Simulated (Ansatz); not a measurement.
**Run report: SiC, geometry relaxation (part 2 of 2)**

The same run, continued: SiC (16 atoms in the cell); DFT PBE, scalar-relativistic, plane waves, PAW, no spin polarisation (Ansatz 0.2.0); cutoff 420 eV, 12×12×2 k-mesh, Gaussian smearing of 0.02 eV. The structure derives from an entry of the Crystallography Open Database.

Output, continued
```
  k-point 0: bands = ["-5.9980", "-5.7147", "-5.6783", "-4.8250", "-4.8070", "-3.4954", "-3.4659", "-2.4847", "0.8390", "2.3017", "2.3389", "5.0210", "5.0411", "7.8076", "7.8351", "8.2107", "8.2107", "8.3025", "8.3025", "8.3910", "8.3910", "8.6711", "8.6711", "8.7370", "8.7370", "9.0977", "9.0977", "9.1567", "9.1567", "9.3056", "9.3327", "9.3327", "14.4141", "14.4787", "14.8029", "15.0653", "15.2575", "15.5008", "15.6300", "15.9454", "16.2451", "16.2451", "16.2690", "16.2690", "16.5762", "16.7294", "16.7294", "16.7732"]
  k-point 1: bands = ["-5.9226", "-5.9226", "-5.3245", "-5.3245", "-4.1878", "-4.1878", "-2.8086", "-2.8086", "1.2853", "1.2853", "3.6164", "3.6164", "6.4714", "6.4714", "8.2415", "8.2415", "8.2415", "8.2415", "8.5077", "8.5077", "8.5077", "8.5077", "8.8788", "8.8788", "8.9223", "8.9223", "8.9223", "8.9223", "9.2785", "9.2785", "9.2785", "9.2785", "14.4417", "14.4417", "14.9098", "14.9098", "15.4612", "15.4612", "15.7317", "15.7317", "16.2619", "16.2619", "16.2619", "16.2619", "16.5686", "16.5686", "16.6989", "16.6989"]
  k-point 2: bands = ["-5.8787", "-5.5964", "-5.5597", "-4.7097", "-4.6914", "-3.3865", "-3.3569", "-2.3845", "0.9475", "2.3906", "2.4281", "5.0569", "5.0780", "7.5257", "7.6302", "7.6841", "7.7121", "7.7797", "7.9734", "8.0995", "8.1680", "8.1802", "8.2388", "8.5300", "8.5804", "8.7008", "8.7404", "8.9073", "9.0249", "9.0735", "9.2320", "9.2861", "14.7301", "14.8192", "15.0287", "15.3070", "15.4061", "15.7198", "15.7289", "15.9526", "16.0338", "16.1333", "16.3256", "16.4180", "16.4405", "16.4531", "16.5827", "16.6697"]
  k-point 37: bands = ["-1.5308", "-1.5308", "-1.4168", "-1.4168", "-1.3977", "-1.3977", "-1.3499", "-1.3499", "1.8758", "1.8758", "2.1123", "2.1123", "2.1426", "2.1426", "2.5617", "2.5617", "3.4348", "3.4348", "4.0449", "4.0449", "4.2841", "4.2841", "4.7447", "4.7447", "6.1648", "6.1648", "6.5574", "6.5574", "6.7459", "6.7459", "7.3369", "7.3369", "12.9120", "12.9120", "13.2501", "13.2501", "14.0692", "14.0692", "15.5044", "15.5044", "15.7377", "15.7377", "17.8524", "17.8524", "18.1549", "18.1549", "18.3104", "18.3104"]
--- Relaxed structure (4 steps of the walk, 4 accepted, 1 SCFs on fresh bases) ---
  F+E_penalty+E_count = -7097.29055459 eV   max|allowed force component| = 1.287e-3 eV/Å   (the final SCF, on the basis selected at the relaxed cell)
  cell:  # Å, volume = 167.9514 Å³
    - [3.095250518931329, -6.013900083028071e-19, -5.671481653989012e-34]
    - [-1.5476252594656645, 2.6805655804714976, 1.1450614071985486e-33]
    - [-3.710869418650224e-33, 6.508747154934122e-33, 20.242369613279624]
  atoms:
    - { symbol: Si, position: [0.3333333333333333, 0.6666666666666666, 0.25010453031609464] }
    - { symbol: Si, position: [0.6666666666666666, 0.3333333333333333, 0.7501045303160947] }
    - { symbol: Si, position: [0.3333333333333333, 0.6666666666666666, 0.624993410375111] }
    - { symbol: Si, position: [0.6666666666666666, 0.3333333333333333, 0.12499341037511107] }
    - { symbol: Si, position: [-5.3348893073154235e-33, -9.627270254573467e-33, 9.086022595284799e-5] }
    - { symbol: Si, position: [4.769990165766622e-33, 9.248077990717178e-33, 0.5000908602259528] }
    - { symbol: Si, position: [0.3333333333333333, 0.6666666666666666, 0.8751806139358659] }
    - { symbol: Si, position: [0.6666666666666666, 0.3333333333333333, 0.3751806139358661] }
    - { symbol: C, position: [0.3333333333333333, 0.6666666666666666, 0.9689188762107059] }
    - { symbol: C, position: [0.6666666666666666, 0.3333333333333333, 0.468918876210706] }
    - { symbol: C, position: [-1.0667004076376573e-33, -4.426919207401552e-33, 0.09385958553288198] }
    - { symbol: C, position: [1.1690066165255818e-33, 4.047726943545267e-33, 0.593859585532882] }
    - { symbol: C, position: [0.3333333333333333, 0.6666666666666666, 0.34411814544616026] }
    - { symbol: C, position: [0.6666666666666666, 0.3333333333333333, 0.8441181454461604] }
    - { symbol: C, position: [0.3333333333333333, 0.6666666666666666, 0.7187339779572269] }
    - { symbol: C, position: [0.6666666666666666, 0.3333333333333333, 0.21873397795722707] }
```

Trajectory as extended XYZ (Å, eV, eV/Å), 5 frames, from step=1 to step=5
```
16
Lattice="3.0790 0.0000 0.0000 -1.5395 2.6665 0.0000 0.0000 0.0000 20.1460" Properties=species:S:1:pos:R:3:forces:R:3 step=1 energy=-7097.26147 pressure_GPa=3.41
Si    0.0000    1.7777    5.0365    0.0000   0.0000   0.0834
Si    1.5395    0.8888   15.1095    0.0000   0.0000   0.0834
Si    0.0000    1.7777   12.5913    0.0000   0.0000   0.0684
Si    1.5395    0.8888    2.5183    0.0000   0.0000   0.0684
Si    0.0000    0.0000    0.0000    0.0000   0.0000   0.0820
Si    0.0000    0.0000   10.0730    0.0000   0.0000   0.0820
Si    0.0000    1.7777   17.6277    0.0000   0.0000   0.0705
Si    1.5395    0.8888    7.5548    0.0000   0.0000   0.0705
C     0.0000    1.7777   19.5215    0.0000   0.0000  -0.0928
C     1.5395    0.8888    9.4485    0.0000   0.0000  -0.0928
C     0.0000    0.0000    1.8937    0.0000   0.0000  -0.0730
C     0.0000    0.0000   11.9667    0.0000   0.0000  -0.0730
C     0.0000    1.7777    6.9302    0.0000   0.0000   0.0188
C     1.5395    0.8888   17.0032    0.0000   0.0000   0.0188
C     0.0000    1.7777   14.4850    0.0000   0.0000  -0.1572
C     1.5395    0.8888    4.4120    0.0000   0.0000  -0.1572
16
Lattice="3.0872 0.0000 0.0000 -1.5436 2.6736 0.0000 0.0000 0.0000 20.2064" Properties=species:S:1:pos:R:3:forces:R:3 step=2 energy=-7097.28149 pressure_GPa=1.54
Si    0.0000    1.7824    5.0534    0.0000   0.0000   0.0223
Si    1.5436    0.8912   15.1567    0.0000   0.0000   0.0223
Si    0.0000    1.7824   12.6280    0.0000   0.0000   0.0588
Si    1.5436    0.8912    2.5248    0.0000   0.0000   0.0588
Si    0.0000    0.0000    0.0006    0.0000   0.0000   0.0544
Si    0.0000    0.0000   10.1038    0.0000   0.0000   0.0544
Si    0.0000    1.7824   17.6826    0.0000   0.0000   0.0478
Si    1.5436    0.8912    7.5794    0.0000   0.0000   0.0478
C     0.0000    1.7824   19.5794    0.0000   0.0000  -0.0591
C     1.5436    0.8912    9.4762    0.0000   0.0000  -0.0591
C     0.0000    0.0000    1.8977    0.0000   0.0000  -0.0493
C     0.0000    0.0000   12.0009    0.0000   0.0000  -0.0493
C     0.0000    1.7824    6.9530    0.0000   0.0000  -0.0071
C     1.5436    0.8912   17.0562    0.0000   0.0000  -0.0071
C     0.0000    1.7824   14.5252    0.0000   0.0000  -0.0678
C     1.5436    0.8912    4.4220    0.0000   0.0000  -0.0678
16
Lattice="3.0957 0.0000 0.0000 -1.5478 2.6810 0.0000 0.0000 0.0000 20.2366" Properties=species:S:1:pos:R:3:forces:R:3 step=3 energy=-7097.28558 pressure_GPa=-0.00
Si    0.0000    1.7873    5.0605    0.0000   0.0000   0.0234
Si    1.5478    0.8937   15.1788    0.0000   0.0000   0.0234
Si    0.0000    1.7873   12.6477    0.0000   0.0000   0.0077
Si    1.5478    0.8937    2.5294    0.0000   0.0000   0.0077
Si    0.0000    0.0000    0.0015    0.0000   0.0000   0.0129
Si    0.0000    0.0000   10.1198    0.0000   0.0000   0.0129
Si    0.0000    1.7873   17.7099    0.0000   0.0000   0.0161
Si    1.5478    0.8937    7.5916    0.0000   0.0000   0.0161
C     0.0000    1.7873   19.6080    0.0000   0.0000  -0.0132
C     1.5478    0.8937    9.4897    0.0000   0.0000  -0.0132
C     0.0000    0.0000    1.9002    0.0000   0.0000  -0.0166
C     0.0000    0.0000   12.0185    0.0000   0.0000  -0.0166
C     0.0000    1.7873    6.9638    0.0000   0.0000  -0.0108
C     1.5478    0.8937   17.0821    0.0000   0.0000  -0.0108
C     0.0000    1.7873   14.5454    0.0000   0.0000  -0.0194
C     1.5478    0.8937    4.4271    0.0000   0.0000  -0.0194
16
Lattice="3.0953 0.0000 0.0000 -1.5476 2.6806 0.0000 0.0000 0.0000 20.2424" Properties=species:S:1:pos:R:3:forces:R:3 step=4 energy=-7097.28567 pressure_GPa=-0.00
Si    0.0000    1.7870    5.0627    0.0000   0.0000   0.0008
Si    1.5476    0.8935   15.1839    0.0000   0.0000   0.0008
Si    0.0000    1.7870   12.6513    0.0000   0.0000   0.0012
Si    1.5476    0.8935    2.5302    0.0000   0.0000   0.0012
Si    0.0000    0.0000    0.0018    0.0000   0.0000   0.0011
Si    0.0000    0.0000   10.1230    0.0000   0.0000   0.0011
Si    0.0000    1.7870   17.7157    0.0000   0.0000   0.0009
Si    1.5476    0.8935    7.5945    0.0000   0.0000   0.0009
C     0.0000    1.7870   19.6132    0.0000   0.0000  -0.0013
C     1.5476    0.8935    9.4920    0.0000   0.0000  -0.0013
C     0.0000    0.0000    1.8999    0.0000   0.0000  -0.0008
C     0.0000    0.0000   12.0211    0.0000   0.0000  -0.0008
C     0.0000    1.7870    6.9658    0.0000   0.0000  -0.0012
C     1.5476    0.8935   17.0870    0.0000   0.0000  -0.0012
C     0.0000    1.7870   14.5489    0.0000   0.0000  -0.0006
C     1.5476    0.8935    4.4277    0.0000   0.0000  -0.0006
16
Lattice="3.0953 0.0000 0.0000 -1.5476 2.6806 0.0000 0.0000 0.0000 20.2424" Properties=species:S:1:pos:R:3:forces:R:3 step=5 energy=-7097.29055 pressure_GPa=0.05
Si    0.0000    1.7870    5.0627    0.0000   0.0000   0.0008
Si    1.5476    0.8935   15.1839    0.0000   0.0000   0.0008
Si    0.0000    1.7870   12.6513    0.0000   0.0000   0.0012
Si    1.5476    0.8935    2.5302    0.0000   0.0000   0.0012
Si    0.0000    0.0000    0.0018    0.0000   0.0000   0.0011
Si    0.0000    0.0000   10.1230    0.0000   0.0000   0.0011
Si    0.0000    1.7870   17.7157    0.0000   0.0000   0.0009
Si    1.5476    0.8935    7.5945    0.0000   0.0000   0.0009
C     0.0000    1.7870   19.6132    0.0000   0.0000  -0.0013
C     1.5476    0.8935    9.4920    0.0000   0.0000  -0.0013
C     0.0000    0.0000    1.8999    0.0000   0.0000  -0.0008
C     0.0000    0.0000   12.0211    0.0000   0.0000  -0.0008
C     0.0000    1.7870    6.9658    0.0000   0.0000  -0.0013
C     1.5476    0.8935   17.0870    0.0000   0.0000  -0.0013
C     0.0000    1.7870   14.5489    0.0000   0.0000  -0.0007
C     1.5476    0.8935    4.4277    0.0000   0.0000  -0.0007
```

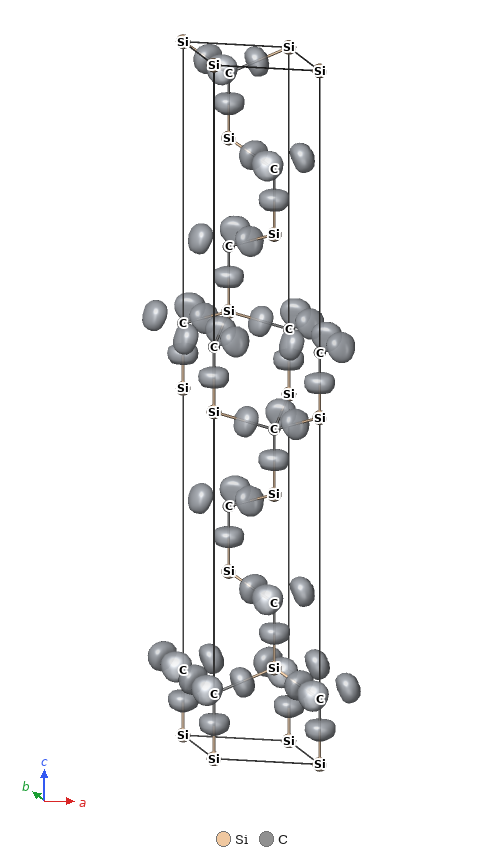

Figure 1. Isosurface of the ELF at 0.85 (grey), seen slightly off an axis. Only the valence region is drawn (cores and ρ < 0.01 e/Å³ removed). Sticks mark near contacts. The outline is the cell set on symmetry axes. The ELF exceeds this value in 32 regions between bonded C–Si atoms (shared pairs), counted in one cell of 16 atoms.  Values along the shortest contacts: Si–C (1.89 Å): the ELF peaks at about 0.95 between the atoms, which marks localised, shared-pair bonding. Core electrons are frozen (PAW), so the fields are smoothed inside the atomic spheres.

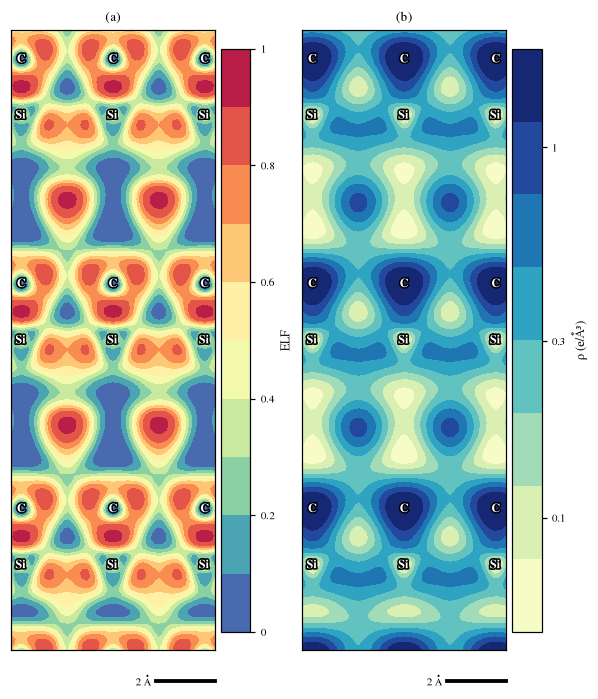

Figure 2. (a) ELF; (b) valence electron density on the (010) plane of the conventional cell. Atoms in the plane: Si and C. Away from the nuclei the density in this plane falls to 0.05 e/Å³ at its lowest.

This output came from the following input.

Input file
```yaml
crystal:
  lattice:
    - [3.079, 0.0, 0.0]
    - [-1.5395, 2.6664922183, 0.0]
    - [0.0, 0.0, 20.146]
  atoms:
    - { symbol: Si, position: [0.3333333333, 0.6666666667, 0.25] }
    - { symbol: Si, position: [0.6666666667, 0.3333333333, 0.75] }
    - { symbol: Si, position: [0.3333333333, 0.6666666667, 0.625] }
    - { symbol: Si, position: [0.6666666667, 0.3333333333, 0.125] }
    - { symbol: Si, position: [0.0, 0.0, 0.0] }
    - { symbol: Si, position: [0.0, 0.0, 0.5] }
    - { symbol: Si, position: [0.3333333333, 0.6666666667, 0.875] }
    - { symbol: Si, position: [0.6666666667, 0.3333333333, 0.375] }
    - { symbol: C, position: [0.3333333333, 0.6666666667, 0.969] }
    - { symbol: C, position: [0.6666666667, 0.3333333333, 0.469] }
    - { symbol: C, position: [0.0, 0.0, 0.094] }
    - { symbol: C, position: [0.0, 0.0, 0.594] }
    - { symbol: C, position: [0.3333333333, 0.6666666667, 0.344] }
    - { symbol: C, position: [0.6666666667, 0.3333333333, 0.844] }
    - { symbol: C, position: [0.3333333333, 0.6666666667, 0.719] }
    - { symbol: C, position: [0.6666666667, 0.3333333333, 0.219] }
basis:
  ecutwfc: 420
kpoints:
  mp_grid: { grid: [12, 12, 2] }
hamiltonian:
  xc: pbe
scf:
  occupations: { method: gaussian, width: 0.02 }
output:
  forces: true
  stress: true
  eigenvalues: true
  write_density: true
  write_potential: true
  elf: true
  volumetric_format: npy
relax:
  adjacent_minimum: "off"
  f_tol: 0.005
  max_steps: 80
  cell: { stress_tol: 0.05 }
```

Launch command:
```bash
ansatz run input.yaml --threads 4 --pin off --max-ram 10240MiB --backend cpu --events-out ev --progress --plain --runs-dir out
```

Results in brief

```json
{"quantity": "outcome", "value": "converged"}
{"quantity": "space group (tolerance 0.01 Å)", "value": "P6₃mc (186)"}
{"quantity": "electrons treated", "value": "64"}
{"quantity": "free energy", "value": "−7097.2906 eV"}
{"quantity": "Fermi energy", "value": "10.222 eV"}
{"quantity": "gap on the k-point mesh", "value": "1.78 eV"}
{"quantity": "pressure", "value": "0.05 GPa"}
{"quantity": "final volume", "value": "167.95 Å³"}
{"quantity": "largest force (length of the vector) at the end", "value": "0.001 eV/Å"}
{"quantity": "final cell", "value": "a = 3.095 Å, b = 3.095 Å, c = 20.242 Å, α = 90.00°, β = 90.00°, γ = 120.00°"}
{"quantity": "hardware", "value": "4 threads of AMD EPYC (Zen 3), 189 GiB of memory available, shared host"}
{"quantity": "wall time", "value": "1.7 min (CPU time 5.6 min)"}
{"quantity": "peak memory", "value": "0.7 GiB"}
```
